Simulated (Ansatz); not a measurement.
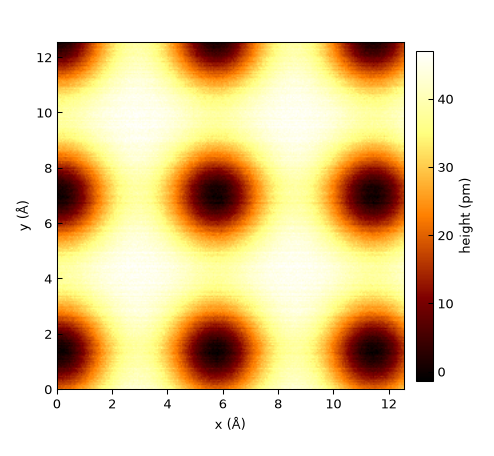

Simulated STM image (constant-current image at a set point of 1.0 × 10⁻⁴ e/Å³, sample bias −2.00 V). Noise was added.

Images follow the Tersoff–Hamann model: the current is the local density of the sample's states between the Fermi level and the bias, at the tip's centre. Bias windows are sharp sums over the levels of the k mesh.

What is the lattice of this pattern?

Answer. The pattern repeats on a square lattice with shortest vectors of 5.7 Å at 90°, a cell of 32.5 Å², with 1 maximum above 60 % of the range in each cell.

The surface:

Mo(100) (Fm-3m bulk, 4 atomic planes (those closer than 0.6 Å count as one), 6 Å) with one Mo vacancy in a 2 × 2 cell. The brightest spots lie over the top Mo atoms away from the vacancy; the darkest points are over the vacancy.

All numbers here come from DFT PBE, scalar-relativistic, plane waves, PAW in Ansatz. Cutoff 420 eV, 11 × 11 k-points, Gaussian smearing 0.1 eV, dipole correction. The slab is a cut without reconstruction beyond its cell, at the source's lattice constants, with its lower half held fixed and the rest relaxed. The defects repeat every 5.7 Å and interact, so states at the Fermi level and the work function belong to this dense array. This isn't the element's usual bcc form. No spin polarisation. The run warns that the functional's potential is rough in the thin density of the vacuum, where the tip is; weak contrasts and barriers may feel it. On this mesh the free atoms still feel up to 0.10 eV/Å.
